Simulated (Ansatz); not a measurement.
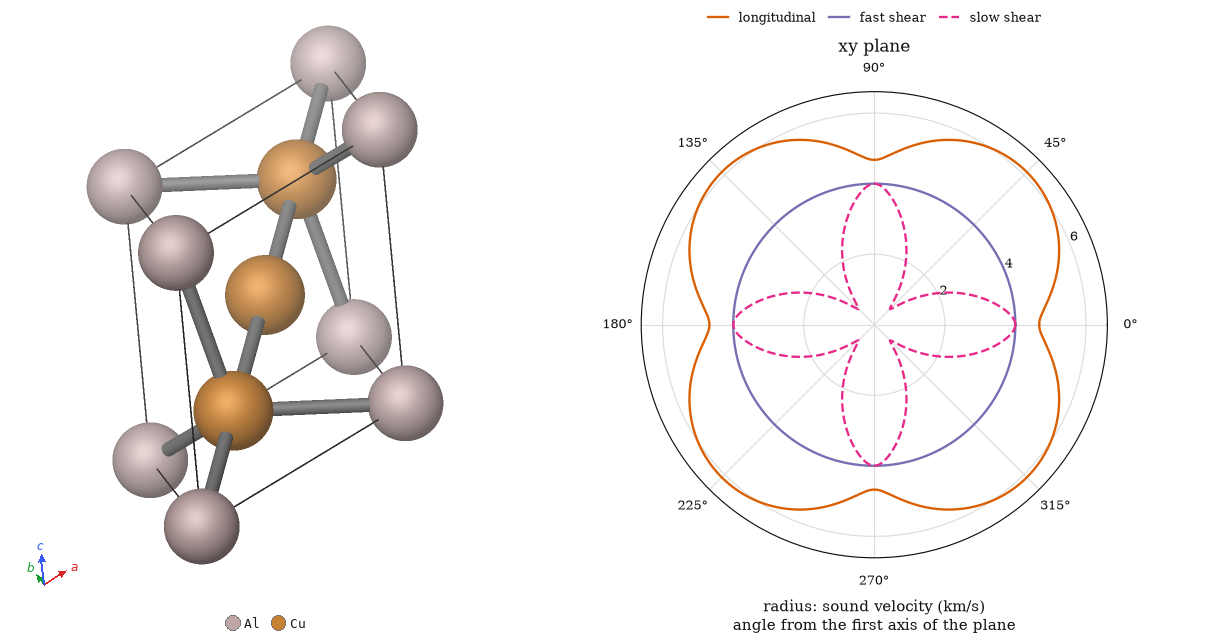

The picture above shows the sound velocities against the direction of travel in the xy plane, from the elastic constants and the density for AlCu₃, space group Fm-3m (No. 225). The cell is drawn beside the plot.

The given structure:
```
CELL_PARAMETERS angstrom
0.00000 2.85000 2.85000
2.85000 0.00000 2.85000
2.85000 2.85000 0.00000
ATOMIC_POSITIONS crystal
Al 0.00000 0.00000 0.00000
Cu 0.50000 0.50000 0.50000
Cu 0.25000 0.25000 0.25000
Cu 0.75000 0.75000 0.75000
```

Computed with Ansatz 0.2.0: elastic stress-strain coefficients at zero temperature from small strains of the given cell, Voigt order xx yy zz yz xz xy, Cartesian axes of the cell vectors; plane waves with PAW datasets, Γ-centred k mesh. Level: LDA, no spin polarisation.

```
         setting        value
     wave cutoff       420 eV
          k mesh     12×12×12
     occupations  Fermi–Dirac
  smearing width      0.15 eV
            ions      relaxed
strain amplitude        0.005
```

**How fast does sound travel along the Cartesian axes?**

Along x the longitudinal wave runs at 4.67 km/s and the transverse ones at 4.00 and 4.00 km/s, the same along y and z; along x + y they run at 6.12, 4.00 and 0.63 km/s (density 7.81 g/cm³).

Note: metal sensitive to the k mesh.

The computed values:

Stiffness matrix C (GPa), Voigt order:
```json
{"": "xx", "xx": "170.4", "yy": "164.2", "zz": "164.2", "yz": "0.0", "xz": "0.0", "xy": "0.0"}
{"": "yy", "xx": "164.2", "yy": "170.4", "zz": "164.2", "yz": "0.0", "xz": "0.0", "xy": "0.0"}
{"": "zz", "xx": "164.2", "yy": "164.2", "zz": "170.4", "yz": "0.0", "xz": "0.0", "xy": "0.0"}
{"": "yz", "xx": "0.0", "yy": "0.0", "zz": "0.0", "yz": "124.8", "xz": "0.0", "xy": "0.0"}
{"": "xz", "xx": "0.0", "yy": "0.0", "zz": "0.0", "yz": "0.0", "xz": "124.8", "xy": "0.0"}
{"": "xy", "xx": "0.0", "yy": "0.0", "zz": "0.0", "yz": "0.0", "xz": "0.0", "xy": "124.8"}
```
